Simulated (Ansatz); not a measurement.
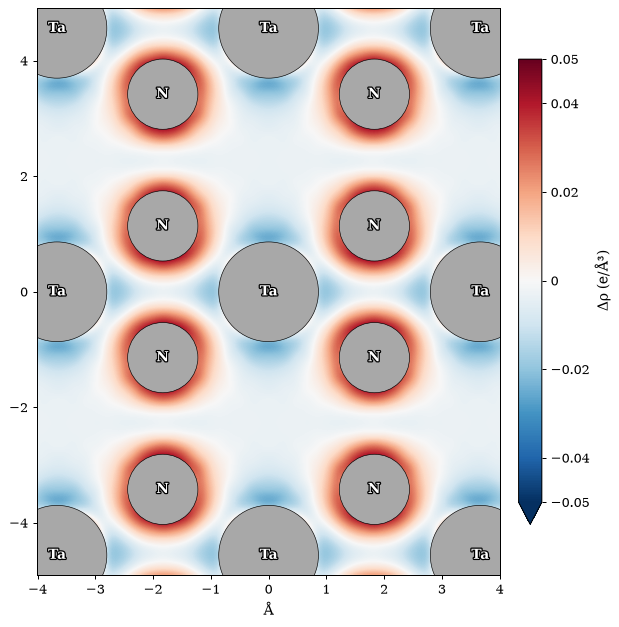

TaN. Difference of the valence pseudo-densities of two functionals at the same geometry, on the (010) plane of the calculation cell: r2SCAN less LDA.

Space group P4₂/mmc; a generated structure, not necessarily the stable one; built by placing these elements on a known structure type.

Both computed with Ansatz (plane waves, PAW), on the same k-point mesh. Grey discs cover the atomic cores.

```
Ta N
1.0
     3.66304    0.00000    0.00000
     0.00000    3.66304    0.00000
     0.00000    0.00000    4.56049
Ta N
2 2
Direct
  0.00000 0.50000 0.00000
  0.50000 0.00000 0.50000
  0.00000 0.00000 0.25000
  0.00000 0.00000 0.75000
```

**Where does the change of functional move the electrons?**

Against LDA, r2SCAN gives less density around Ta (−0.010 e/Å³ on average at 1.2 Å from the nucleus) and more density around N (+0.023 e/Å³ on average at 0.8 Å from the nucleus).
